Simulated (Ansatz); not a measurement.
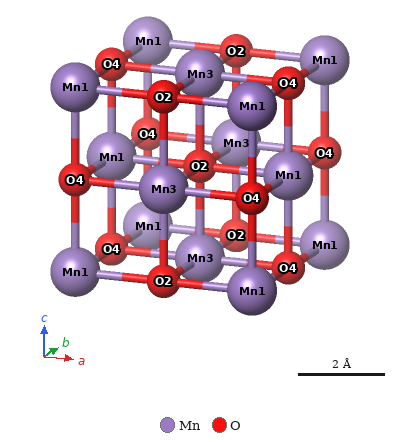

*The structure as given in the input (ball-and-stick view of the cell 2 times as large as that of the calculation, set on its symmetry axes, seen slightly off an axis; atoms are numbered from 1 in the order of the input).*

Near neighbours in the crystal (not all of them lie inside the picture): Mn has 6 O at 2.22 Å; O has 6 Mn at 2.22 Å.

## Single-point calculation of MnO (part 1 of 2)

MnO (Fm-3m, 4 atoms in the cell), computed with DFT PBEsol+U, scalar-relativistic, plane waves, PAW, Ueff = 8 eV on Mn atom 1 d; Ueff = 8 eV on Mn atom 3 d, spin-polarised (Ansatz 0.2.0).

The structure derives from an entry of the Crystallography Open Database. It belongs to a series of runs on one base structure; here: antiferromagnetic start, free. Figures and captions count atoms from 1; the log counts them from 0 in places.

Output
```
basis.fft_grid_basis auto: the FFT boxes are laid along the combinations [[1, 0, 0], [-1, 1, 0], [0, -1, 1]] of the cell's own vectors, 3.142, 4.444 and 3.142 Å long. The dense box has 24×30×24 points. Along the cell's own vectors, as sized, it would have 24×40×45, 2.50 times as many. basis.fft_grid_basis: typed keeps the cell's own vectors: state it where this run's energies or levels are differenced outside the engine with another run's, or held beside a run that keeps those vectors. Those combinations have planes normal to reciprocal vector 3, as the cell's own vectors have. Each planar average written beside output.write_density, output.write_potential has a row for each plane of the box: 24. The volumetric files lie along those combinations, not along the cell's own vectors: a cube or XSF file states them, and fields.json those of NumPy files.
Mn: projections on atomic orbitals take those of the free atom [Ne] 3s2 3p6 3d5 4s2, of charge +0.00 (hamiltonian.pseudopotentials.projection_atoms); the dataset's partial waves leave at most 9.0e-7 of an orbital's norm unspanned inside its sphere
O: projections on atomic orbitals take those of the free atom [He] 2s2 2p4, of charge +0.00 (hamiltonian.pseudopotentials.projection_atoms); the dataset's partial waves leave at most 1.9e-8 of an orbital's norm unspanned inside its sphere
Engine: ansatz 0.2.0, x86_64-unknown-linux-gnu
Pseudopotentials: kind: paw
Pseudopotential: Mn, paw, valence charge 15, recommended cutoff 420 eV (normal), Mn.paw.azcp
Pseudopotential: O, paw, valence charge 6, recommended cutoff 420 eV (normal), O.paw.azcp
Functional definition: PBEsol
  exchange = pbesol_x
  correlation = pbesol_c
Crystal: 4 atoms, lattice volume = 43.883 Å³
Basis set: ecut = 420 eV, 855 PW (Γ), FFT grids on a1, −a1+a2, −a2+a3, exchange–correlation on 48×60×48 points (8 copies of the dense FFT grid, shifted against one another)
Bands: 32, of which v1, the nominal top of the filled ones, is band 21 counted from 1 (20 counted from 0)
Symmetry: 16 space group operations
Space group: P4/mmm (ITA 123), of the structure as read, at distance tolerance 3.5e-5 Å
Magnetic group: BNS 123.350 (UNI 1010), of the structure as read, at distance tolerance 3.5e-5 Å
k-points: 40 of 343
Non-local potential: Mn, projectors of the file, l = 0: 3, l = 1: 2, l = 2: 3, l = 3: 1
Non-local potential: O, projectors of the file, l = 0: 2, l = 1: 2, l = 2: 1
PAW form: soft (Blöchl's): semilocal exchange-correlation on the pseudo side does not see the compensation charge
PAW frozen core: Mn, regenerated for the run's functional, and the local potential with it (the file was generated under x = pbe(κ = 0.804, μ = 0.2195149727645171), c = pbe(β = 0.06672455060314922))
PAW frozen core: O, regenerated for the run's functional, and the local potential with it (the file was generated under x = pbe(κ = 0.804, μ = 0.2195149727645171), c = pbe(β = 0.06672455060314922))
PAW one-centre angular grid: Mn, 590 points (default); XC on 64 Gauss nodes
PAW one-centre angular grid: O, 110 points (default); XC on 64 Gauss nodes
Initial density: superposition of atomic densities (chi_scale 0.1, normalization cell, long waves kept (reshape's long-wave potential 0.00 eV rms))
Starting moments: Σ|m| = 10 μB on 2 of 4 sites
Starting magnetic order: antiferromagnet; a translation exchanges its spin sublattices: spin-degenerate at every k-point
Initial wavefunctions: pseudopotential atomic-orbital guess
Functional: x = pbesol(κ = 0.804, μ = 0.12345679012345678), c = pbesol(β = 0.046)
SCF iter   1: F=—  HF=-8857.333377 eV  |F-HF|=—  |Δ(HF+E_count)|=         —  Δρ=7.33e-2 (↑7.33e-2 ↓7.33e-2)  dr2=6.77e0  dr2_m=9.84e-2  M=0.000 μB ∫|m|=9.676 μB  β_m=1.00  ethr=3.10e-3  ⟨swp⟩=4.3  Hψ=4435  notcnv=0
preconditioner: auto → none  [insulator: Δε(μ)=1.345 eV  Ē_g=14.121 eV  σ=0.050 eV  W_gap=1.00  n_scr=14 (ndim 8)  ℏωp=28.6 eV  f_vac=0.000  D(μ)=0.00/eV (n_scr^D=0)  ε∞_Penn≈5.1]
SCF iter   2: F=—  HF=-8856.203438 eV  |F-HF|=—  |Δ(HF+E_count)|=    1.13e0  Δρ=2.07e-2 (↑2.07e-2 ↓2.07e-2)  dr2=5.86e-1  dr2_m=1.72e-2  M=0.000 μB ∫|m|=9.754 μB  β_m=1.00  ethr=3.10e-3  ⟨swp⟩=3.0  Hψ=2941  notcnv=0  defer=134
SCF iter   3: F=—  HF=-8856.251967 eV  |F-HF|=—  |Δ(HF+E_count)|=   4.85e-2  Δρ=1.05e-2 (↑1.05e-2 ↓1.05e-2)  dr2=1.13e-1  dr2_m=3.20e-3  M=0.000 μB ∫|m|=9.770 μB  β_m=1.00  ethr=1.40e-3  ⟨swp⟩=2.9  Hψ=2343  notcnv=0  defer=130
SCF iter   4: F=—  HF=-8856.306500 eV  |F-HF|=—  |Δ(HF+E_count)|=   5.45e-2  Δρ=5.53e-3 (↑5.53e-3 ↓5.53e-3)  dr2=1.64e-2  dr2_m=1.36e-3  M=0.000 μB ∫|m|=9.779 μB  β_m=0.30  ethr=2.69e-4  ⟨swp⟩=2.3  Hψ=2003  notcnv=0  defer=130
Mixer restart at iter 4: flushing history
spin-set hold released at iteration 4 (site moments contracting): the magnetisation degrees of freedom join the quasi-Newton model from the next iteration; the mixer history was flushed
SCF iter   5: F=—  HF=-8856.322629 eV  |F-HF|=—  |Δ(HF+E_count)|=   1.61e-2  Δρ=3.69e-3 (↑3.69e-3 ↓3.69e-3)  dr2=7.74e-3  dr2_m=7.83e-4  M=0.000 μB ∫|m|=9.781 μB  β_m=0.64  ethr=3.89e-5  ⟨swp⟩=2.0  Hψ=1473  notcnv=0  defer=128
SCF iter   6: F=—  HF=-8856.341565 eV  |F-HF|=—  |Δ(HF+E_count)|=   1.89e-2  Δρ=1.23e-3 (↑1.23e-3 ↓1.23e-3)  dr2=1.36e-3  dr2_m=1.62e-4  M=0.000 μB ∫|m|=9.787 μB  β_m=0.55  ethr=1.84e-5  ⟨swp⟩=2.0  Hψ=2305  notcnv=0  defer=128
SCF iter   7: F=—  HF=-8856.341249 eV  |F-HF|=—  |Δ(HF+E_count)|=   3.16e-4  Δρ=4.46e-4 (↑4.46e-4 ↓4.46e-4)  dr2=1.11e-4  dr2_m=5.13e-5  M=0.000 μB ∫|m|=9.787 μB  β_m=0.62  ethr=3.24e-6  ⟨swp⟩=2.0  Hψ=1664  notcnv=0  defer=128
SCF iter   8: F=—  HF=-8856.341246 eV  |F-HF|=—  |Δ(HF+E_count)|=   2.83e-6  Δρ=1.81e-4 (↑1.81e-4 ↓1.81e-4)  dr2=3.57e-5  dr2_m=2.85e-6  M=0.000 μB ∫|m|=9.788 μB  β_m=0.59  ethr=2.63e-7  ⟨swp⟩=2.1  Hψ=1777  notcnv=0  defer=128
SCF iter   9: F=—  HF=-8856.341244 eV  |F-HF|=—  |Δ(HF+E_count)|=   2.88e-6  Δρ=7.18e-5 (↑7.18e-5 ↓7.18e-5)  dr2=2.80e-6  dr2_m=1.26e-6  M=0.000 μB ∫|m|=9.788 μB  β_m=0.59  ethr=8.51e-8  ⟨swp⟩=2.0  Hψ=1687  notcnv=0  defer=128
Mixer restart at iter 9: flushing history
SCF iter  10: F=—  HF=-8856.341303 eV  |F-HF|=—  |Δ(HF+E_count)|=         —  Δρ=9.30e-5 (↑9.30e-5 ↓9.30e-5)  dr2=4.91e-6  dr2_m=1.65e-6  M=0.000 μB ∫|m|=9.788 μB  β_m=0.59  ethr=6.68e-9  ⟨swp⟩=2.0  Hψ=1992  notcnv=0  defer=128
SCF iter  11: F=—  HF=-8856.391736 eV  |F-HF|=—  |Δ(HF+E_count)|=   5.04e-2  Δρ=4.84e-4 (↑4.84e-4 ↓4.84e-4)  dr2=3.19e-4  dr2_m=2.18e-5  M=0.000 μB ∫|m|=9.782 μB  β_m=0.79  ethr=6.68e-9  ⟨swp⟩=2.8  Hψ=2310  notcnv=0  defer=128
SCF iter  12: F=—  HF=-8856.403025 eV  |F-HF|=—  |Δ(HF+E_count)|=   1.13e-2  Δρ=1.54e-3 (↑1.54e-3 ↓1.54e-3)  dr2=3.13e-3  dr2_m=7.78e-5  M=0.000 μB ∫|m|=9.778 μB  β_m=0.56  ethr=6.68e-9  ⟨swp⟩=3.2  Hψ=3445  notcnv=0  defer=129
SCF iter  13: F=—  HF=-8856.403553 eV  |F-HF|=—  |Δ(HF+E_count)|=   5.28e-4  Δρ=2.91e-4 (↑2.91e-4 ↓2.91e-4)  dr2=4.16e-5  dr2_m=1.93e-5  M=0.000 μB ∫|m|=9.777 μB  β_m=0.77  ethr=6.68e-9  ⟨swp⟩=3.2  Hψ=2788  notcnv=0  defer=129
SCF iter  14: F=—  HF=-8856.403608 eV  |F-HF|=—  |Δ(HF+E_count)|=   5.44e-5  Δρ=1.22e-4 (↑1.22e-4 ↓1.22e-4)  dr2=1.55e-5  dr2_m=5.78e-7  M=0.000 μB ∫|m|=9.776 μB  β_m=0.63  ethr=6.68e-9  ⟨swp⟩=2.1  Hψ=2085  notcnv=0  defer=129
iter 15 met the thresholds in force, and the SCF goes on: an eigenvalue changes by 0.18 meV, over its tolerance of 0.07 meV (output.eigenvalues, Limitations)
SCF iter  15: F=-8856.403603 eV  HF=-8856.403603 eV  |F-HF|=1.55e-8  |Δ(HF+E_count)|=   4.45e-6  Δρ=1.57e-5 (↑1.57e-5 ↓1.57e-5)  dr2=2.71e-8  dr2_m=9.37e-8  M=0.000 μB ∫|m|=9.776 μB  β_m=0.81  ethr=2.38e-10  ⟨swp⟩=10.3  Hψ=9173  notcnv=0
SCF iter  16: F=-8856.403603 eV  HF=-8856.403603 eV  |F-HF|=4.56e-9  |Δ(HF+E_count)|=   3.77e-8  Δρ=5.40e-6 (↑5.40e-6 ↓5.40e-6)  dr2=2.02e-10  dr2_m=1.16e-8  M=0.000 μB ∫|m|=9.776 μB  ethr=6.46e-11  ⟨swp⟩=4.5  Hψ=5706  notcnv=0
SCF 1 converged in 16 iterations: F = -8856.403603 eV  dr2 = 2.02e-10
  greatest PAW one-centre occupation: 1.004 electrons in one spin orbital (limit 2), on the Mn atom at site 2 (counted from 0), in its partial waves of l = 1
```

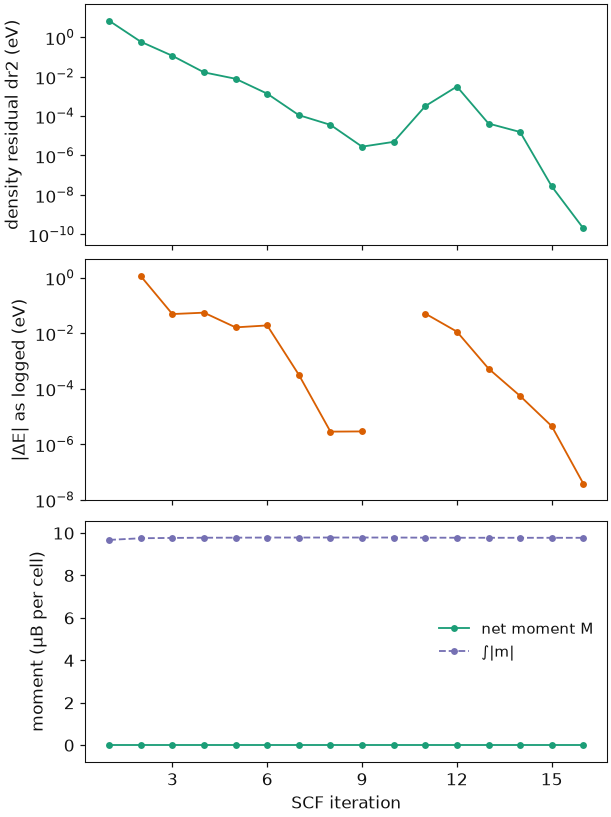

*Convergence of the self-consistent field: density residual dr2, size of the energy change and magnetic moment against the SCF iteration.*

The residual falls unevenly and jumps up by a factor of two or more 2 times on the way down. The net moment stays at 0.0 μB per cell.

```
SCF converged after 16 iterations
an eigenvalue changed by more than its tolerance at an iteration that met the thresholds in force, so the SCF went on 1 time: the last check found none over its tolerance
Magnetization: 0.0000 μB (21.0000 up, 21.0000 down)
Absolute magnetization: 9.7764 μB (∫|ρ↑−ρ↓|, with the PAW one-centre terms)
Spin contamination: 4.9981 ħ² per cell (⟨S²⟩ above its minimum at these occupations)
Per-site moments (μB) at R_I (Å): [(4.322439621974755, 0.9165751361250001), (-0.03362513082740191, 0.9165751361250001), (-4.322439621974755, 0.9165751361250001), (0.03362513082740138, 0.9165751361250001)]
Free energy (F): -8856.403603 eV
Harris-Foulkes:  -8856.403603 eV  (|F-HF|=4.56e-9)
Internal energy: -8856.403603 eV  (E = F + TS)
E sigma→0 (E₀):  -8856.403603 eV
Fermi energy:    12.712553 eV
--- Per-component energies (eV) ---
  E_band       = -536.945117
  E_kinetic    = 945.162453
  E_local      = -4452.747184  (includes V_loc(G=0)·N_el)
  E_nonlocal   = 609.846310
  E_hartree    = 1778.040793
  E_xc         = -365.358907
  E_vxc        = -469.098957  (∫ρ·V_xc dr)
  E_hubbard    = 1.642762  (on-site DFT+U / exact-exchange correction)
  E_vhub       = -38.205423  (the Hubbard potential's part of the band-sum identity)
  E_paw        = -2860.390017  (= ΣΔE_a)
  E_vpaw       = -687.988119  (= ΣTr[D̂ρ^β])
  E_aug_tail   = 0.004823  (compensation charges beyond the density's cutoff)
  E_ewald      = -4513.014514
  E_core_change = 0.409876  (= ΣΔE_core)
  E_smearing   = -0.000000  (= −TS)
  E_closure    = -0.000000  (closes the sum)
  Σ components = -8856.403603   (vs F -8856.403603, Δ=0.00e0)
--- Specified on-site occupations, and those of the state reported ---
  electrons in the specified blocks: 9.9000 specified, 10.3728 found
  site 0 (l=d) ↓: largest change of an orbital's occupation 0.0478; electrons 0.1000 specified, 0.2012 found; spectral distance 0.0671
  site 2 (l=d) ↑: largest change of an orbital's occupation 0.0478; electrons 0.1000 specified, 0.2012 found; spectral distance 0.0671
  site 2 (l=d) ↓: largest change of an orbital's occupation 0.0289; electrons 4.8500 specified, 4.9852 found; spectral distance 0.0605
  site 0 (l=d) ↑: largest change of an orbital's occupation 0.0289; electrons 4.8500 specified, 4.9852 found; spectral distance 0.0605
--- Forces (eV/Å), atoms counted from 1 ---
  atom   1  Mn     0.00000000     0.00000000    -0.00000000
  atom   2  O      0.00000000    -0.00000000     0.00000000
  atom   3  Mn     0.00000000     0.00000000     0.00000000
  atom   4  O      0.00000000    -0.00000000     0.00000000
  max |Σ_I F_I| component: 2.80e-29 eV/Å
--- Stress (GPa, compression-positive) ---
        6.677811      -0.000000       0.000000
       -0.000000       7.067080       0.000000
        0.000000      -0.000000       7.067080
  P = ⅓ Tr σ = 6.9373 GPa (69.373 kbar)
--- Band table (eV; the first three rows and the last of 80) ---
  k-point 0 ↑: bands = ["-68.5182", "-63.4674", "-37.4039", "-37.3831", "-37.3831", "-32.4413", "-32.4142", "-32.4142", "-6.2545", "-5.3749", "5.1857", "6.2491", "6.2491", "6.4338", "6.8271", "6.8940", "9.1364", "9.1364", "10.2374", "10.2402", "10.2402", "13.3439", "16.7772", "18.2204", "18.3260", "18.5387", "18.5387", "19.4046", "21.7340", "24.4650", "27.3786", "27.5026"]
```
